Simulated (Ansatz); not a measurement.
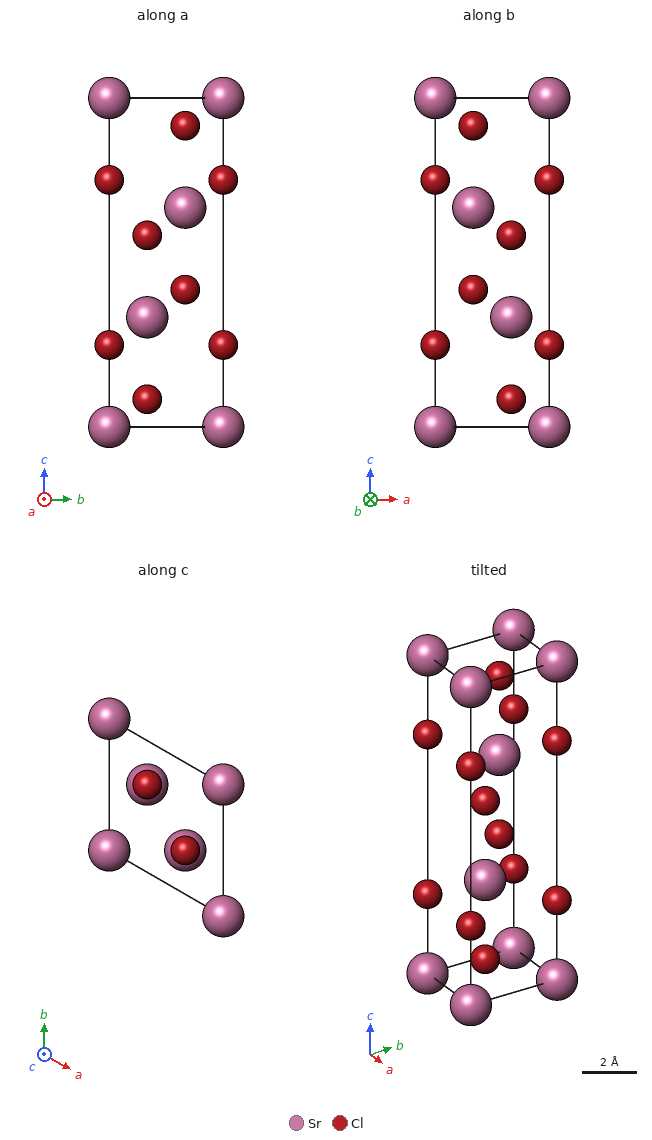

View along the a axis, along the b axis, along the c axis and slightly off an axis, drawn as a spheres-only model. The lines enclose the conventional unit cell; boundary atoms appear with their images.

Lattice parameters: a = 4.947 Å, b = 4.947 Å, c = 12.359 Å, α = 90.00°, β = 90.00°, γ = 120.00°. Put a along x and b in the xy plane.

Put the structure into a POSCAR file, with free fractional coordinates to two decimals.

Answer.
```
Sr Cl
1.0
     4.947    0.000    0.000
    -2.473    4.284    0.000
     0.000    0.000   12.359
Sr Cl
3 6
Direct
  0.00 0.00 0.00
  0.6667 0.3333 0.3333
  0.3333 0.6667 0.6667
  0.3333 0.6667 0.92
  0.00 0.00 0.75
  0.00 0.00 0.25
  0.6667 0.3333 0.08
  0.6667 0.3333 0.58
  0.3333 0.6667 0.42
```

Starting structure: a structure type filled with these elements by a generator (whether the compound takes this form wasn't checked). The cell was then strained or its atoms displaced on purpose. It was run through Ansatz as a DFT input.
